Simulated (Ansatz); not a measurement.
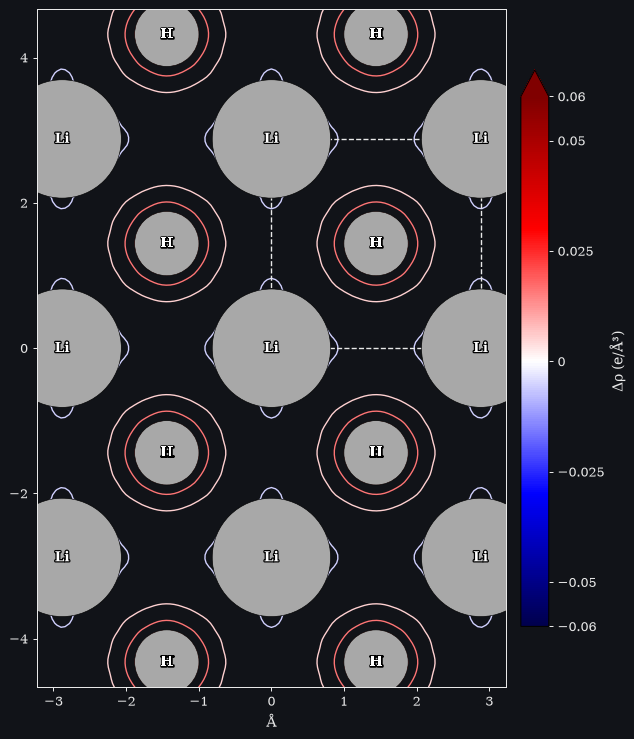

LiH. Difference of the valence pseudo-densities of two functionals at the same geometry, on the (011) plane of the calculation cell: one of PBEsol and r2SCAN less the other.

Both computed with Ansatz (plane waves, PAW), on the same k-point mesh. Grey discs cover the atomic cores.

```
CELL_PARAMETERS angstrom
0.00000 2.03675 2.03675
2.03675 0.00000 2.03675
2.03675 2.03675 0.00000
ATOMIC_POSITIONS crystal
Li 0.00000 0.00000 0.00000
H 0.50000 0.50000 0.50000
```

Q: Which was subtracted from which, and what does the map show?

A: It is r2SCAN less PBEsol. Against PBEsol, r2SCAN gives more density around H (+0.015 e/Å³ on average at 0.6 Å from the nucleus) and more density in the space between the atoms (+0.007 e/Å³ on average).
